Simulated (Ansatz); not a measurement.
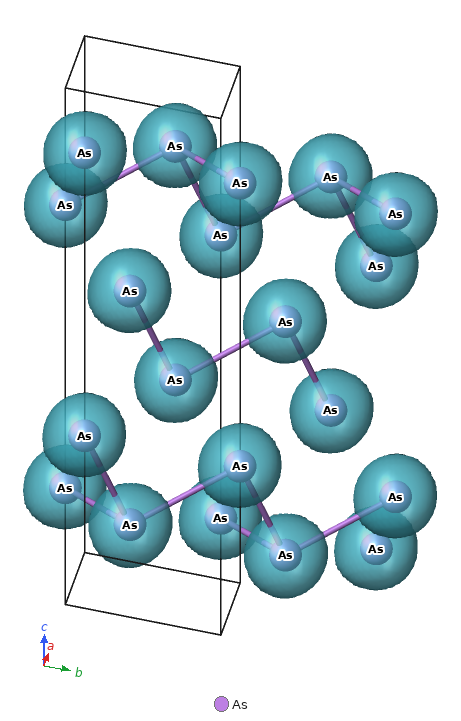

Figure 1: As. Isosurface of the valence charge density (pseudo) at 0.8 e/Å³ (cyan), seen at an oblique angle. Sticks mark near contacts.

Space group R-3m; computed pressure about −2 GPa in this cell.

Level of theory: Kohn-Sham DFT of a periodic cell, r2SCAN, Ansatz PAW in Ansatz.

Core electrons are frozen (PAW), and the valence fields are smoothed inside the atomic spheres.

### How is the density connected at this value?

At this value the density breaks into separate islands; it holds about 75 % of the electrons treated as valence. It bridges none of the near contacts. It is pinched off along the sampled As–As (2.56 Å) contacts. On the grid the lowest density along these lines, outside the cores, is 0.48 e/Å³ (As–As, 2.56 Å).
